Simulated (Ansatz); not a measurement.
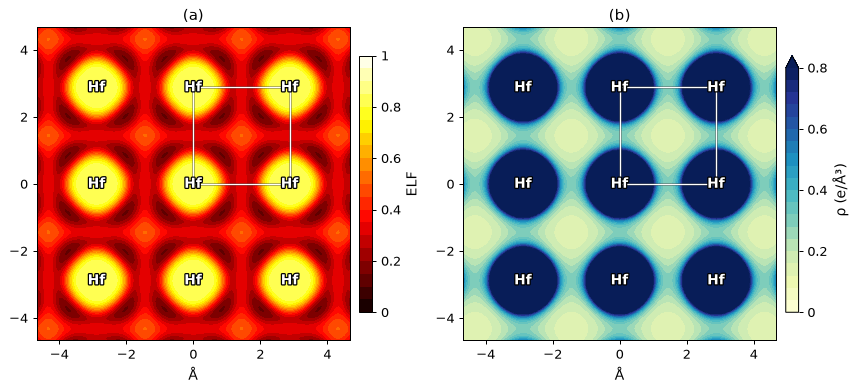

Figure 1: Hf. (a) ELF; (b) valence charge density (pseudo) on the (100) plane of the conventional cell.

Space group Pm-3m; a generated structure, not necessarily the stable one.

The calculation used Ansatz, Kohn-Sham DFT of a periodic cell, PBE with D3(BJ), Ansatz PAW.

Core electrons are frozen (PAW), and the valence fields are smoothed inside the atomic spheres.

What does the map show?

Atoms in the plane: Hf.
Hf–Hf (2.88 Å): ρ is about 0.29 e/Å³ halfway; the ELF is about 0.35 at the midpoint.
Between the atoms the lowest density in this plane is 0.14 e/Å³.
The features right at Hf lie inside the PAW spheres, where the map follows smoothed inner orbitals and isn't to be read closely.
